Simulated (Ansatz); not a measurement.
Input file:

```
crystal:
  lattice:
    - [-1.8168034284, 1.8199757306, 2.5716519009]
    - [1.8168034284, -1.8199757306, 2.5716519009]
    - [1.8168034284, 1.8199757306, -2.5716519009]
  atoms:
    - { symbol: Sn, position: [0.5, 0.5, 0.0] }
    - { symbol: O, position: [0.2499594463, 0.7499594463, 0.5] }
    - { symbol: O, position: [0.7500405537, 0.2500405537, 0.5] }
basis:
  ecutwfc: 420
kpoints:
  mp_grid: { grid: [18, 18, 18] }
  band_path:
    path:
      - [[0.0, 0.0, 0.0], [0.5, 0.5, -0.5], [0.37477613, 0.62522387, -0.37477613]]
      - [[-0.37477613, 0.37477613, 0.37477613], [0.0, 0.0, 0.0], [0.37521226, -0.37521226, 0.37521226]]
      - [[0.62478774, 0.37521226, -0.37521226], [0.5, 0.5, -0.5]]
      - [[0.0, 0.0, 0.0], [0.0, 0.5, 0.0], [0.25, 0.25, 0.25], [0.5, 0.0, 0.0], [0.0, 0.0, 0.0], [0.0, 0.0, 0.5], [0.25, 0.25, 0.25]]
    npoints: 14
hamiltonian:
  xc: pbe
scf:
  occupations: { method: gaussian, width: 0.1 }
  n_extra_bands: 7
output:
  forces: true
  stress: true
  eigenvalues: true
  populations: true
  dos: { projected: true, de: 0.02, nscf_kmesh: { grid: [22, 22, 22] } }
  bader: true
  write_density: true
  write_potential: true
  elf: true
  volumetric_format: npy
```

Launched as:

```sh
ansatz run input.yaml --threads 1 --pin off --max-ram 2560MiB --backend cpu --events-out ev --progress --plain --runs-dir out
```

Below, planes, directions and counts refer to the conventional cell (a = 5.14 Å, b = 5.14 Å, c = 5.14 Å, α = 90.00°, β = 90.00°, γ = 89.90°).

Space group Fm-3m; a structure generated by program, which may or may not match a known phase.

The calculation used Ansatz, DFT PBE, scalar-relativistic, plane waves, PAW.

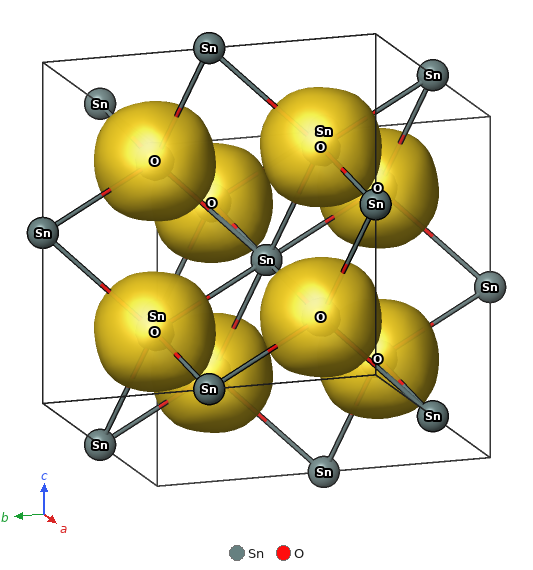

SnO2. Isosurface of the electron localisation function at 0.6 (yellow), seen at an oblique angle. Core shells and regions of very low density are left out. Sticks mark near contacts.

Q: What do the ELF domains correspond to?

A: At this value the surface marks out eight regions wrapped around O (the valence shell of each), counted in one cell of 12 atoms. Regions shared between cells count once. Profiles from the grid: Sn–O (2.23 Å): the ELF peaks at about 0.85 in the valence shell of O, 0.6 Å from its nucleus, and is about 0.25 at the midpoint (no shared electron pair shows on this line).

Q: Which way does charge flow, and how much by Bader's partition?

A: Electrons move from Sn towards O. Bader charges: Sn +2.41 and O −1.21 e.
